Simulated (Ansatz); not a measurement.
Here is a crystal structure:

```
Ga N
1.0
     2.93198    0.00000    0.00000
     0.00000    2.93198    0.00000
     0.00000    0.00000    4.32672
Ga N
2 2
Direct
  0.00000 0.00000 0.00000
  0.50000 0.50000 0.50000
  0.00000 0.50000 0.25000
  0.50000 0.00000 0.75000
```

Q: What does this file describe?

A: The material is GaN. Space group I-4m2 (No. 119), lattice body-centred tetragonal. Content of the cell: 2 Ga, 2 N (Z = 2). The polyhedra are GaN4 tetrahedra; they share corners. The coordination shell of Ga holds four N in a tetrahedral arrangement at 1.82 Å. The neighbours of N are four Ga in a tetrahedral arrangement at 1.82 Å. The bonds build a three-dimensional framework.

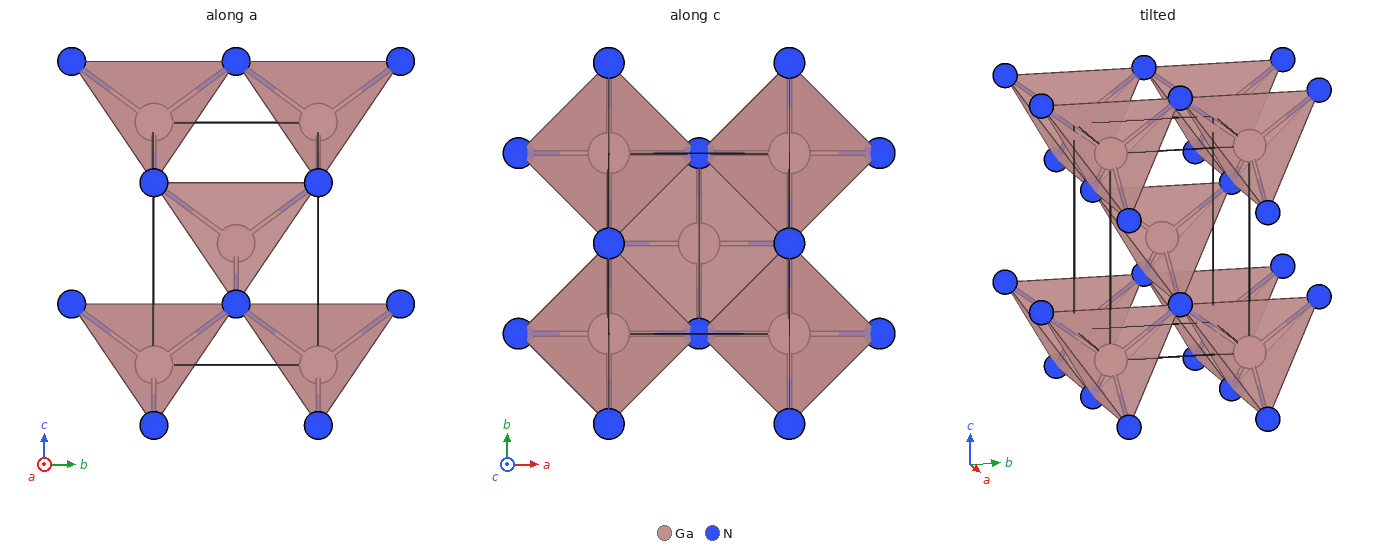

Drawn in the polyhedral manner and seen along the a axis, along the c axis and slightly off an axis. The wireframe shows the conventional unit cell. Some atoms of the next cells are drawn as well. Colours: gallium pink, nitrogen blue.

Origin of the cell: a structure listed in the Materials Project. The cell was then strained or its atoms displaced on purpose. A calculation with Ansatz used it as input.

At this level of theory the run's own cell isn't at rest (compressed, at 61 GPa), so its distances can differ from those at equilibrium, the more so the softer the solid.
